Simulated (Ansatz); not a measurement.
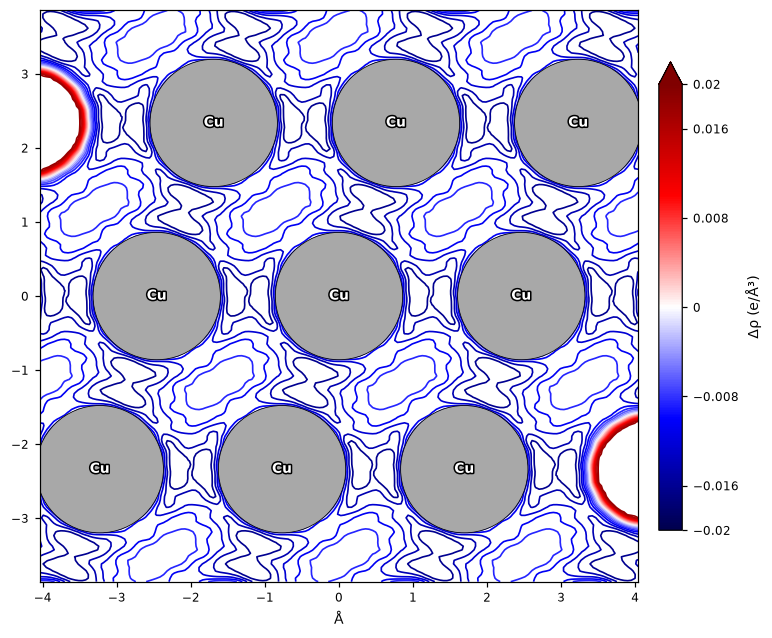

Cu. Difference of the valence pseudo-densities of two functionals at the same geometry, on the (101̄) plane of the calculation cell: one of HSESOL and r2SCAN50 less the other.

Both computed with Ansatz (plane waves, PAW), on the same k-point mesh. Grey discs cover the atomic cores.

Which was subtracted from which, and what does the map show?

Answer. It is r2SCAN50 less HSESOL. Against HSESOL, r2SCAN50 gives less density around Cu (−0.014 e/Å³ on average at 1.0 Å from the nucleus) and a change of −0.016 e/Å³ at the midpoint of Cu–Cu.
